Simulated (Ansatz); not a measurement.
# InP: single-point calculation

The run: single-point calculation of InP (2 atoms in the cell). Method and program: DFT r2SCAN, scalar-relativistic, plane waves, PAW, no spin polarisation (Ansatz 0.2.0).

The structure derives from a Materials Project entry. It belongs to a series of runs on one base structure; here: band edges and mean potential of the bulk. Figures and captions count atoms from 1; the log counts them from 0 in places.

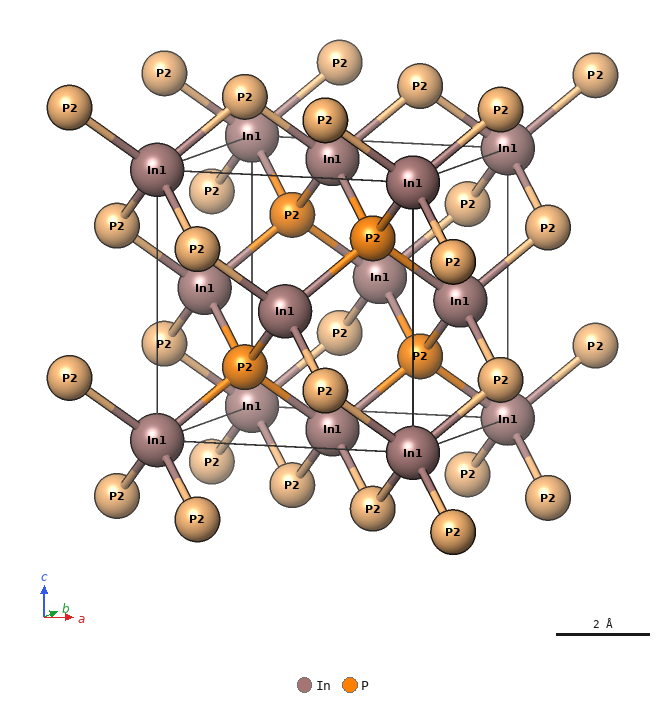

**Figure 1.** The structure as given in the input (ball-and-stick view of the cell 4 times as large as that of the calculation, set on its symmetry axes, seen slightly off an axis; neighbours outside the cell are drawn fainter; atoms are numbered from 1 in the order of the input). Near neighbours in the crystal (not all of them lie inside the picture): In has 4 P at 2.56 Å; P has 4 In at 2.56 Å.

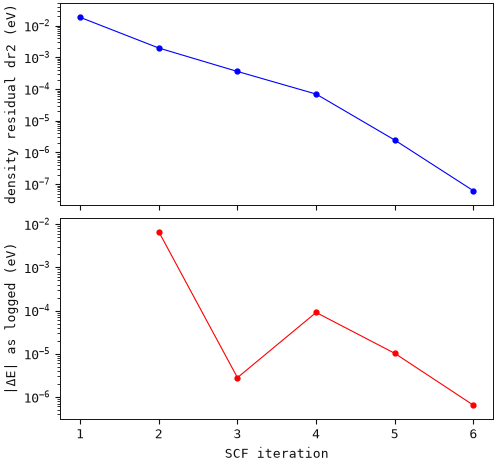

**Figure 2.** Convergence of the self-consistent field: density residual dr2 and size of the energy change against the SCF iteration. The residual falls at every step.

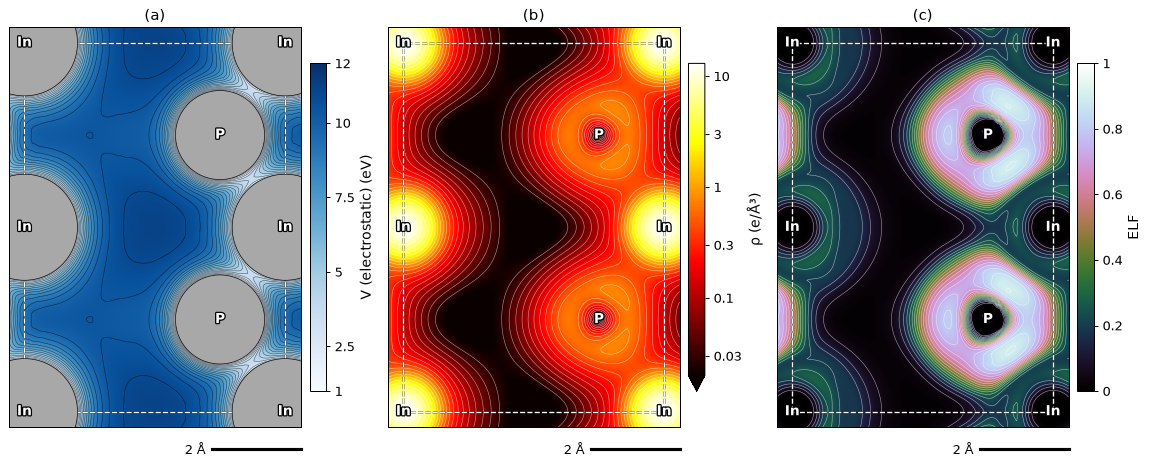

**Figure 3.** (a) electrostatic potential energy of an electron; (b) valence pseudo-density; (c) ELF on the (110) plane of the conventional cell. Grey discs, where drawn, cover atomic cores. The section cuts through In and P sites. In–P (2.56 Å): ρ at the midpoint is about 0.45 e/Å³; the ELF is about 0.55 at the midpoint. Away from the nuclei the density in this plane falls to 0.01 e/Å³ at its lowest. Outside the cores the potential energy rises away from the atoms and is highest about 2.5 Å from the nearest atoms; outside the discs it spans about 10 eV, and its zero is arbitrary. Core electrons are frozen (PAW), so the fields are smoothed inside the atomic spheres.

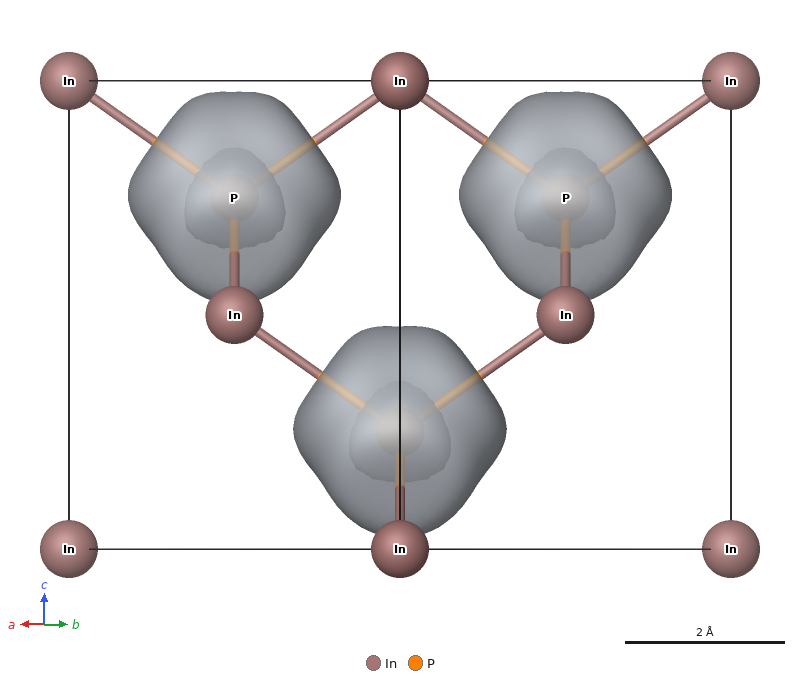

**Figure 4.** Isosurface of the ELF at 0.65 (grey), seen along [110]. Core shells and regions of very low density are left out. Sticks mark near contacts. The outline is the cell set on symmetry axes. Profiles from the grid: In–P (2.56 Å): the ELF is about 0.55 at the midpoint.

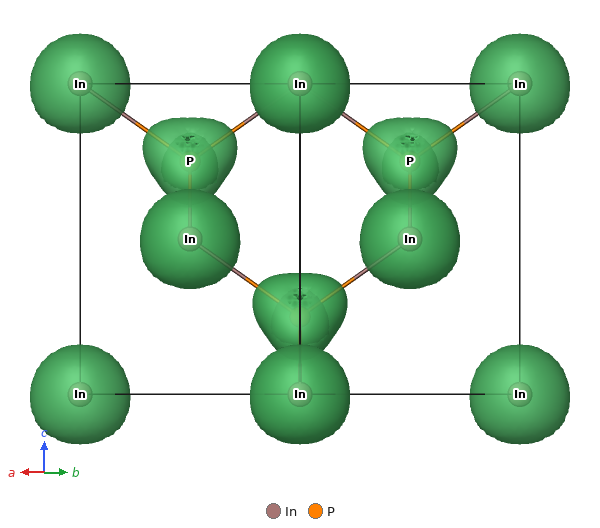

**Figure 5.** Isosurface of the valence pseudo-density at 0.6 e/Å³ (green), seen along [110]. Sticks mark near contacts. The outline is the cell set on symmetry axes. At this value the density breaks into separate islands; it holds about 60 % of the electrons treated as valence (semicore included). It is pinched off along the In–P (2.56 Å) contacts. On the grid the lowest density along these lines, outside the cores, is 0.44 e/Å³ (In–P, 2.56 Å).

These pictures come from the run below.

Input:
```yaml
crystal:
  lattice:
    - [0.0, 2.9537474523, 2.9537474523]
    - [2.9537474523, 0.0, 2.9537474523]
    - [2.9537474523, 2.9537474523, 0.0]
  atoms:
    - { symbol: In, position: [0.0, 0.0, 0.0] }
    - { symbol: P, position: [0.75, 0.75, 0.75] }
basis:
  ecutwfc: 500
kpoints:
  mp_grid: { grid: [8, 8, 8] }
  band_path: { path: [VBM, CBM], npoints: 2 }
hamiltonian:
  xc: r2scan
scf:
  occupations: { method: gaussian, width: 0.02 }
output:
  forces: true
  stress: true
  eigenvalues: true
  write_density: true
  write_potential: true
  elf: true
  volumetric_format: npy
```

Launch command:
```bash
ansatz run input.yaml --threads 8 --pin off --max-ram 20480MiB --backend cpu --events-out ev --progress --plain --runs-dir out
```

Output:
```
Engine: ansatz 0.2.0, x86_64-unknown-linux-gnu
Pseudopotentials: kind: paw
Pseudopotential: In, paw, valence charge 13, recommended cutoff 500 eV (meta_gga), In.paw.azcp
Pseudopotential: P, paw, valence charge 5, recommended cutoff 500 eV (meta_gga), P.paw.azcp
Functional definition: r2SCAN
  parameter k0 = 0.174
  parameter k1 = 0.065
  parameter a1 = 4.9479
  exchange = r2scan_x(k0 = k0, k1 = k1, a1 = a1)
  correlation = r2scan_c
Crystal: 2 atoms, lattice volume = 51.541 Å³
Basis set: ecut = 500 eV, 1363 PW (Γ), exchange–correlation on 128×128×128 points (64 copies of the dense FFT grid, shifted against one another)
Bands: 13, of which v1, the nominal top of the filled ones, is band 9 counted from 1 (8 counted from 0)
Symmetry: 24 space group operations
Space group: F-43m (ITA 216), of the structure as read, at distance tolerance 3.7e-5 Å
k-points: 29 of 512 (time reversal used)
Non-local potential: In, projectors of the file, l = 0: 2, l = 1: 2, l = 2: 2, l = 3: 2
Non-local potential: P, projectors of the file, l = 0: 2, l = 1: 2, l = 2: 2
PAW form: soft (Blöchl's): semilocal exchange-correlation on the pseudo side does not see the compensation charge
PAW frozen core: In, regenerated for the run's functional (the file was generated under x = pbe(κ = 0.804, μ = 0.2195149727645171), c = pbe(β = 0.06672455060314922))
PAW frozen core: P, regenerated for the run's functional (the file was generated under x = pbe(κ = 0.804, μ = 0.2195149727645171), c = pbe(β = 0.06672455060314922))
PAW one-centre angular grid: In, 590 points (default); XC on 289 of its mesh's 2783 points in the sphere
PAW one-centre angular grid: P, 302 points (default); XC on 160 Gauss nodes
Initial density: superposition of atomic densities (neutral atoms: chi_scale 0, normalization atom), corrected by the library's trained network
Initial wavefunctions: pseudopotential atomic-orbital guess
Functional: x = r2scan, c = r2scan; τ floored in thin density (d = 2e-4 eV/Å³)
SCF iter   1: F=—  HF=-6371.731244 eV  |F-HF|=—  |Δ(HF+E_count)|=         —  Δρ=6.81e-3  dr2=1.83e-2  dr2_τ=1.03e-2  ethr=1.77e-3  ⟨swp⟩=6.3  Hψ=2638  notcnv=0
preconditioner: auto → none  [insulator: Δε(μ)=0.967 eV  Ē_g=15.466 eV  σ=0.020 eV  W_gap=1.00  n_scr=14 (ndim 8)  ℏωp=21.9 eV  f_vac=0.023  D(μ)=0.00/eV (n_scr^D=0)  ε∞_Penn≈3.0]
SCF iter   2: F=—  HF=-6371.737926 eV  |F-HF|=—  |Δ(HF+E_count)|=   6.68e-3  Δρ=1.82e-3  dr2=1.97e-3  dr2_τ=1.14e-4  ethr=1.02e-4  ⟨swp⟩=3.0  Hψ=1089  notcnv=0
SCF iter   3: F=—  HF=-6371.737929 eV  |F-HF|=—  |Δ(HF+E_count)|=   2.79e-6  Δρ=1.08e-3  dr2=3.59e-4  dr2_τ=1.08e-5  ethr=1.10e-5  ⟨swp⟩=3.0  Hψ=746  notcnv=0
SCF iter   4: F=—  HF=-6371.738019 eV  |F-HF|=—  |Δ(HF+E_count)|=   9.02e-5  Δρ=4.72e-4  dr2=6.96e-5  dr2_τ=1.25e-6  ethr=2.00e-6  ⟨swp⟩=1.7  Hψ=433  notcnv=0
SCF iter   5: F=—  HF=-6371.738029 eV  |F-HF|=—  |Δ(HF+E_count)|=   1.02e-5  Δρ=8.93e-5  dr2=2.46e-6  dr2_τ=5.67e-8  ethr=3.87e-7  ⟨swp⟩=2.1  Hψ=610  notcnv=0
SCF iter   6: F=-6371.738030 eV  HF=-6371.738029 eV  |F-HF|=1.51e-8  |Δ(HF+E_count)|=   6.43e-7  Δρ=1.36e-5  dr2=6.20e-8  dr2_τ=1.66e-9  ethr=5.56e-10  ⟨swp⟩=10.4  Hψ=3249  notcnv=0
SCF 1 converged in 6 iterations: F = -6371.738030 eV  dr2 = 6.20e-8
  greatest PAW one-centre occupation: 0.981 electrons in one spin orbital (limit 2), on the In atom at site 0 (counted from 0), in its partial waves of l = 2
NSCF: frozen V_eff on 16 k-points
NSCF: frozen V_eff on 16 k-points
NSCF: frozen V_eff on 16 k-points
NSCF: frozen V_eff on 1 k-points
NSCF: frozen V_eff on 3 k-points
NSCF: frozen V_eff on 2 k-points
NSCF: frozen V_eff on 2 k-points
NSCF: frozen V_eff on 2 k-points
NSCF: frozen V_eff on 2 k-points
NSCF: frozen V_eff on 2 k-points
NSCF: frozen V_eff on 3 k-points
SCF converged after 6 iterations
Free energy (F): -6371.738030 eV
Harris-Foulkes:  -6371.738029 eV  (|F-HF|=1.51e-8)
Internal energy: -6371.738030 eV  (E = F + TS)
E sigma→0 (E₀):  -6371.738030 eV
Fermi energy:    7.032878 eV
--- Per-component energies (eV) ---
  E_band       = -66.053170
  E_kinetic    = 312.652746
  E_local      = -1413.966762  (includes V_loc(G=0)·N_el)
  E_nonlocal   = 401.510951
  E_hartree    = 558.425727
  E_xc         = -258.752799
  E_vxc        = -170.893248  (∫ρ·V_xc dr)
  E_paw        = -4761.381897  (= ΣΔE_a)
  E_vpaw       = -322.416554  (= ΣTr[D̂ρ^β])
  E_aug_tail   = 0.000008  (compensation charges beyond the density's cutoff)
  E_vtau       = 10.211641  (kinetic-family band-sum trace: ∫τ·v_τ [+ j·A + Jᵃ·Aᵃ] dr)
  E_ewald      = -1211.100709
  E_core_change = 0.874704  (= ΣΔE_core)
  E_smearing   = -0.000000  (= −TS)
  E_closure    = 0.000000  (closes the sum)
  Σ components = -6371.738030   (vs F -6371.738030, Δ=0.00e0)
--- Forces (eV/Å), atoms counted from 1 ---
  atom   1  In    -0.00000000    -0.00000000     0.00000000
  atom   2  P      0.00000000     0.00000000     0.00000000
  max |Σ_I F_I| component: 1.11e-16 eV/Å
--- Stress (GPa, compression-positive) ---
       -0.023799      -0.000000      -0.000000
       -0.000000      -0.023799       0.000000
       -0.000000       0.000000      -0.023799
  P = ⅓ Tr σ = -0.0238 GPa (-0.238 kbar)
--- Band table (eV; the first three rows and the last of 29) ---
  k-point 0: bands = ["-8.1424", "-8.1424", "-8.1424", "-7.9866", "-7.9866", "-5.3147", "6.5194", "6.5194", "6.5194", "7.5459", "10.9455", "10.9455", "10.9455"]
  k-point 1: bands = ["-8.1615", "-8.1350", "-8.1350", "-7.9864", "-7.9864", "-5.1339", "5.0225", "6.3355", "6.3355", "8.4555", "11.0939", "11.2251", "11.2251"]
  k-point 2: bands = ["-8.2050", "-8.1192", "-8.1192", "-7.9838", "-7.9838", "-4.6310", "3.0813", "5.9647", "5.9647", "8.6180", "11.6520", "11.6520", "12.1979"]
  k-point 28: bands = ["-8.2972", "-8.0810", "-8.0464", "-8.0060", "-7.9714", "-2.8694", "0.9063", "3.5597", "3.6250", "11.0901", "11.2056", "12.4931", "13.0939"]
```

Results in brief:

```tsv
quantity	value
outcome	converged
space group (tolerance 0.01 Å)	F-43m (216)
electrons treated	18
free energy	−6371.7380 eV
Fermi energy	7.033 eV
gap on the k-point mesh	1.03 eV
gap on the band path	1.03 eV
pressure	−0.02 GPa
largest force (length of the vector)	under 0.001 eV/Å
hardware	8 threads of Intel Xeon @ 2.70GHz, 189 GiB of memory available, shared host
wall time	3.1 s (CPU time 14 s)
peak memory	0.54 GiB
```
